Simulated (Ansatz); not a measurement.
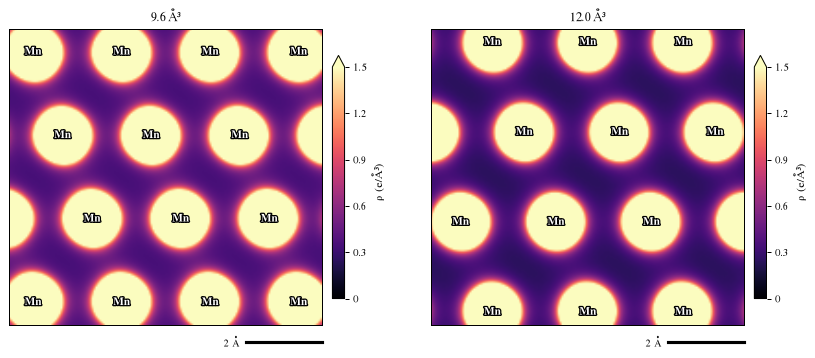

Mn. The valence pseudo-density of cells scaled evenly to different volumes (given per atom above each panel), on the (100) plane of each (indices in the axes of the cell below), at one length scale and on one colour scale.

Spin-polarised.

Level of theory: DFT PBE, scalar-relativistic, plane waves, PAW in Ansatz.

The largest cell:

```xyz
1
Lattice="-1.4434 1.4434 1.4434 1.4434 -1.4434 1.4434 1.4434 1.4434 -1.4434" Properties=species:S:1:pos:R:3 pbc="T T T"
Mn    0.0000    0.0000    0.0000
```

| volume (Å³/atom) | Mn–Mn contact in the plane (Å) | ρ at its midpoint (e/Å³) | pressure (GPa) | 
| --- | --- | --- | --- |
| 9.62 | 2.321 | 0.482 | 40.4 | 
| 10.28 | 2.372 | ? | ? | 
| 12.03 | 2.500 | 0.350 | −19.1 | 

Estimate the missing row, and compare with the calculation.

Answer. Over the known rows ln ρ falls by 1.79 per Å of Mn–Mn distance (the line through the two), which gives 0.440 e/Å³ at 2.372 Å; the calculation gives 0.439 e/Å³. For the pressure, a straight line in volume between the neighbouring rows gives 24.1 GPa; the calculation gives 15.3, lower because pressure rises ever faster on compression.
